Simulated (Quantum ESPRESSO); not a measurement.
# AlN (F-43m): from Born charge to LO-TO splitting

Wanted: the LO mode of AlN (F-43m) from the TO mode and the field response.

Main program and level: Quantum ESPRESSO 7.5; DFT LDA, scalar-relativistic, plane waves, GBRV ultrasoft pseudopotentials.

### 1. Set-up

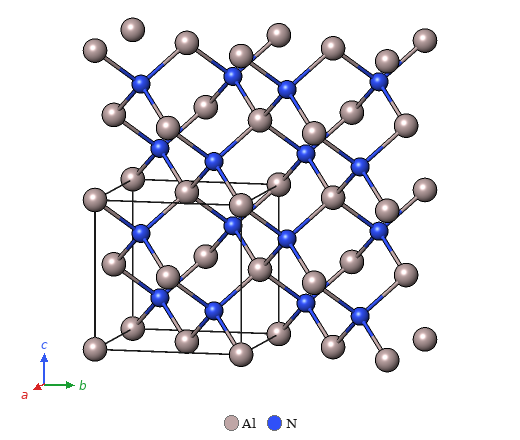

The cell as given, slightly off an axis (aluminium light grey, nitrogen blue). 1×2×2 cells are drawn. This picture shows the conventional cell, with its axes. Bonds to atoms that aren't drawn are left out. Some periodic images of atoms are drawn too.

Structure file:

```
Al N
1.0
    -2.17428    0.00000    2.17428
     0.00000    2.17428    2.17428
    -2.17428    2.17428    0.00000
Al N
1 1
Direct
  0.00000 0.00000 0.00000
  0.75000 0.75000 0.75000
```

This is the cell after its relaxation at this level of theory, not the database cell from which that began.

### 2. What the response run gave

A linear-response run on the relaxed cell, with the response to an electric field; only its zone-centre results are used. Cutoff 55 Ry, k mesh 8×8×8.

The program printed:

```text
[banners, grids, parts of the stress and lines that vanish by symmetry left out]
Program PHONON v.7.5
     Reading xml data from directory:

[...]
Exchange-correlation= PZ
                           (   1   1   0   0   0   0   0)
[...]
kinetic-energy cut-off    =      55.0000  Ry
     charge density cut-off    =     440.0000  Ry
     convergence threshold     =      1.0E-18
[...]
Exchange-correlation= PZ
                           (   1   1   0   0   0   0   0)
[...]
q = (   0.0000000   0.0000000   0.0000000 )
     25 Sym.Ops. (with q -> -q+G )
     G cutoff =  752.6299  (  21595 G-vectors)     FFT grid: ( 40, 40, 40)
     G cutoff =  376.3149  (   7727 G-vectors)  smooth grid: ( 27, 27, 27)
     number of k points=    29
[...]
Mode symmetry, T_d (-43m)  point group:
[...]
Dielectric constant
[...]
End of electric fields calculation
          Dielectric constant in cartesian axis
          (       4.573512605       0.000000000      -0.000000000 )
          (       0.000000000       4.573512605       0.000000000 )
          (       0.000000000       0.000000000       4.573512605 )
          Effective charges (d Force / dE) in cartesian axis without acoustic sum rule applied (asr)
           atom    1  Al    Mean Z*:        2.54318
      Ex  (        2.54318        0.00000        0.00000 )
      Ey  (        0.00000        2.54318       -0.00000 )
      Ez  (        0.00000        0.00000        2.54318 )
           atom    2  N     Mean Z*:       -2.54801
      Ex  (       -2.54801       -0.00000       -0.00000 )
      Ey  (        0.00000       -2.54801        0.00000 )
      Ez  (       -0.00000        0.00000       -2.54801 )
          Effective charges Sum: Mean:       -0.00482
[...]
Effective charges (d Force / dE) in cartesian axis with asr applied:
           atom    1  Al    Mean Z*:        2.54559
[...]
atom    2  N     Mean Z*:       -2.54559
[...]
Representation #   1 modes #   1   2   3
[...]
End of self-consistent calculation
     Convergence has been achieved
     Representation #   2 modes #   4   5   6
[...]
End of self-consistent calculation
     Convergence has been achieved
[...]
Dielectric constant in cartesian axis
          (       4.573512605       0.000000000      -0.000000000 )
          (       0.000000000       4.573512605       0.000000000 )
          (       0.000000000       0.000000000       4.573512605 )
          Effective charges (d Force / dE) in cartesian axis without acoustic sum rule applied (asr)
           atom    1  Al    Mean Z*:        2.54318
      Ex  (        2.54318        0.00000        0.00000 )
      Ey  (        0.00000        2.54318       -0.00000 )
      Ez  (        0.00000        0.00000        2.54318 )
           atom    2  N     Mean Z*:       -2.54801
      Ex  (       -2.54801       -0.00000       -0.00000 )
      Ey  (        0.00000       -2.54801        0.00000 )
      Ez  (       -0.00000        0.00000       -2.54801 )
          Effective charges Sum: Mean:       -0.00482
[...]
Effective charges (d Force / dE) in cartesian axis with asr applied:
           atom    1  Al    Mean Z*:        2.54559
[...]
atom    2  N     Mean Z*:       -2.54559
[...]
q = (    0.000000000   0.000000000   0.000000000 )
[...]
freq (    1) =      -0.259437 [THz] =      -8.653896 [cm-1]
     freq (    2) =      -0.259437 [THz] =      -8.653896 [cm-1]
     freq (    3) =      -0.259437 [THz] =      -8.653896 [cm-1]
     freq (    4) =      20.009372 [THz] =     667.440794 [cm-1]
     freq (    5) =      20.009372 [THz] =     667.440794 [cm-1]
     freq (    6) =      20.009372 [THz] =     667.440794 [cm-1]
[...]
Mode symmetry, T_d (-43m)  point group:
     freq (   1-   3) =         -8.7  [cm-1]   --> T_2  G_15 P_4   I+R
     freq (   4-   6) =        667.4  [cm-1]   --> T_2  G_15 P_4   I+R

   JOB DONE.
```

| quantity | value |
| --- | --- |
| cell volume Ω (Å³) | 20.558 |
| mass of Al (u) | 26.982 |
| mass of N (u) | 14.007 |
| Born charge of Al, raw (e) | 2.543 |
| Born charge of N, raw (e) | -2.548 |
| ε∞ | 4.574 |
| ω(TO) after the sum rule (cm⁻¹) | 667.5 |

### 3. The calculation

The charges must sum to zero over the cell; taking off their mean, -0.002 e, leaves Z* = 2.546 e on Al. In the polar mode Al moves against N, so the reduced mass is μ = 26.98 × 14.01 / 40.99 = 9.220 u.

A longitudinal wave builds up a field that adds to the restoring force: ω(LO)² = ω(TO)² + 4π Z*² / (μ Ω ε∞), in Hartree atomic units. With μ = 16808 electron masses and Ω = 138.73 bohr³ the second term is 7.6359e-06 Ha², or 367814 cm⁻² (1 Ha = 219474.6 cm⁻¹).

So ω(LO) = √(445556 + 367814) = 901.9 cm⁻¹, and by the Lyddane-Sachs-Teller relation ε₀ = ε∞ (ω(LO)/ω(TO))² = 8.35.

### 4. Check against the program

The analysis program adds the same non-analytic term to the full matrix, here for q along (1 0 0).

The program printed:

```text
[banner, memory and clock lines left out]
Program DYNMAT v.7.5

     Reading Dynamical Matrix from file g.dyn
     ...Force constants read
     ...epsilon and Z* read

     Polarizability (A^3 units)
     multiply by 0.456377 for Clausius-Mossotti correction
         5.846038    0.000000    0.000000
         0.000000    5.846038    0.000000
        -0.000000    0.000000    5.846038

     IR activities are in (D/A)^2/amu units

# mode   [cm-1]    [THz]      IR
    1     -0.00   -0.0000    0.0000
    2      0.00    0.0000    0.0000
    3      0.00    0.0000    0.0000
    4    667.50   20.0113   16.2143
    5    667.50   20.0113   16.2143
    6    901.87   27.0374   16.2143
```

ε₀ comes from the program's run without a direction of q.

| quantity | by hand | program |
| --- | --- | --- |
| ω(LO) (cm⁻¹) | 901.9 | 901.9 |
| ε₀ | 8.35 | 8.35 |

### 5. What came out

* TO mode: 667.5 cm⁻¹
* LO mode: 901.9 cm⁻¹
* static dielectric constant: 8.349

The LO mode of AlN (F-43m) lies at 902 cm⁻¹, 234 cm⁻¹ above the TO mode; the formula meets the program within 0.1 cm⁻¹, as it must for a cubic crystal with one polar mode. ω(LO)² − ω(TO)² goes with Z*²/ε∞: an error of 5 % in ε∞ would move the LO mode by 9.8 cm⁻¹, and semilocal functionals tend to overestimate ε∞. These are harmonic values at zero temperature, at the volume of this functional, for the structure held cubic; stability elsewhere in the zone is no part of this calculation.

[Host names and launcher messages were left out of these logs when they were recorded.]

[Logs are printed without paths, hosts, clocks, repeated set-up lines and the standing remarks that a program may print on its own settings, such as how far it seeks lower states.]

[Hosts, paths, dates, database ids (printed as entryN), source tags and the programs' standing remarks are cut or masked in the printed files.]
